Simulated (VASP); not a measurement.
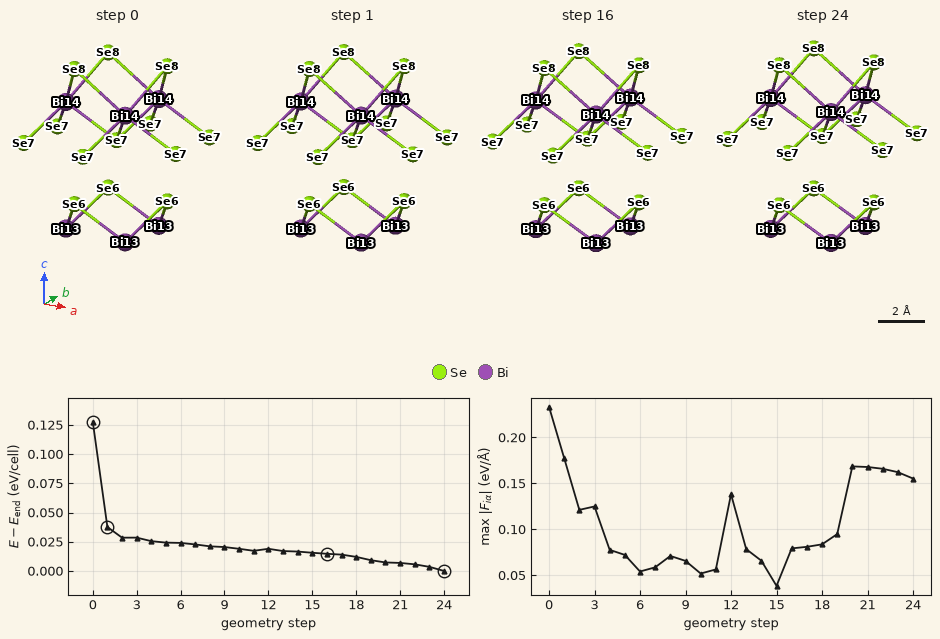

Frames of a relaxation of a slab of composition Bi2Se3, marked on the history of the run. Style: ball-and-stick. Shown: the atoms within 5.0 Å of the atom that moves most (axes of the 1 × 2 repeat of the cell, outlined in the plane, without the vacuum), slightly off an axis.

The run lets cell and atoms move.

All numbers below come from Kohn-Sham DFT of a periodic cell, PBE, VASP PAW PBE potentials, recommended (VASP 6.6.1).

Input file:
```
ALGO     = Normal         # electronic algorithm
EDIFF    = 1E-6           # SCF threshold, eV
EDIFFG   = -0.01          # ionic threshold
ENCUT    = 600            # plane-wave cutoff, eV
GGA      = PE             # functional
IBRION   = 2              # ionic algorithm
ISIF     = 3              # what is computed and relaxed
ISMEAR   = 0              # smearing method
KPAR     = 4            
LASPH    = True           # aspherical terms in the spheres
LATTICE_CONSTRAINTS= .TRUE. .TRUE. .FALSE.
LCHARG   = False          # write CHGCAR
LREAL    = False          # projectors in reciprocal space
LWAVE    = False          # write WAVECAR
NELM     = 80             # most SCF steps
NSW      = 90             # ionic steps
PREC     = Accurate       # precision mode
SIGMA    = 0.03           # smearing width, eV
```

Run as
```bash
cat potpaw_PBE.64/Se/POTCAR potpaw_PBE.64/Bi_d/POTCAR > POTCAR
mpirun -np 4 vasp_std > vasp.out
```

What happens along the run?

Answer. The run was cut off at its time limit before the relaxation converged, so the last structure is only a point on the way. The largest moves, 0.18 Å, are those of Se3 and Se7. Se7 goes along the normal (+c). Largest moves by element: Se 0.18 Å, Bi 0.17 Å. In the plane the drawn cell goes a 4.143 → 4.218 Å (+1.8 %), b 8.286 → 8.436 Å (+1.8 %). Some distances before and after: Se8–Bi14 3.075 → 3.111 Å, Se7–Bi14 2.851 → 2.880 Å, Se6–Bi13 2.851 → 2.872 Å. After 24 geometry steps the energy has fallen by 0.128 eV per cell of the calculation. The largest force component goes from 0.23 to 0.16 eV/Å. From step 0 to 1: energy −90.2 meV per cell of the calculation. From step 1 to 16: Se atoms move most (0.07 Å), energy −22.9 meV per cell of the calculation. From step 16 to 24: Se atoms move most (0.13 Å), energy −14.7 meV per cell of the calculation.
